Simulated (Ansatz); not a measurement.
Input structure:

```yaml
crystal:
  lattice:
    - [6.73115, 0.00000, 0.00000]
    - [0.00000, 6.73115, 0.00000]
    - [0.00000, 0.00000, 6.83524]
  atoms:
    - { symbol: Ge, position: [0.14792, 0.64792, 0.85208] }
    - { symbol: Ge, position: [0.85208, 0.14792, 0.64792] }
    - { symbol: Ge, position: [0.64792, 0.85208, 0.14792] }
    - { symbol: Ge, position: [0.35208, 0.35208, 0.35208] }
    - { symbol: Ge, position: [0.85208, 0.35208, 0.14792] }
    - { symbol: Ge, position: [0.14792, 0.85208, 0.35208] }
    - { symbol: Ge, position: [0.35208, 0.14792, 0.85208] }
    - { symbol: Ge, position: [0.14792, 0.14792, 0.14792] }
    - { symbol: Ge, position: [0.64792, 0.14792, 0.35208] }
    - { symbol: Ge, position: [0.35208, 0.64792, 0.14792] }
    - { symbol: Ge, position: [0.14792, 0.35208, 0.64792] }
    - { symbol: Ge, position: [0.85208, 0.85208, 0.85208] }
    - { symbol: Ge, position: [0.35208, 0.85208, 0.64792] }
    - { symbol: Ge, position: [0.64792, 0.35208, 0.85208] }
    - { symbol: Ge, position: [0.85208, 0.64792, 0.35208] }
    - { symbol: Ge, position: [0.64792, 0.64792, 0.64792] }
```

**What does this file describe?**

The element is germanium. Space group Ibca (No. 73), lattice body-centred orthorhombic. The cell holds 16 atoms. Around each Ge lie four Ge in a distorted tetrahedral arrangement at 2.39 to 2.44 Å. The bonds build a three-dimensional framework.

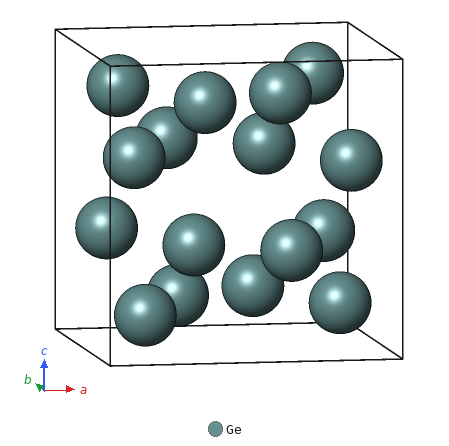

Spheres-only drawing of the structure, looking slightly off an axis. The conventional unit cell is outlined; an atom on or near a face, edge or corner is repeated at each equivalent position. Colours: germanium teal.

The model was built from a structure listed in the Materials Project. The cell was then strained or its atoms displaced on purpose. A calculation with Ansatz used it as input.

At this level of theory the run's own cell isn't at rest (compressed, at 6 GPa), so its distances can differ from those at equilibrium, the more so the softer the solid.
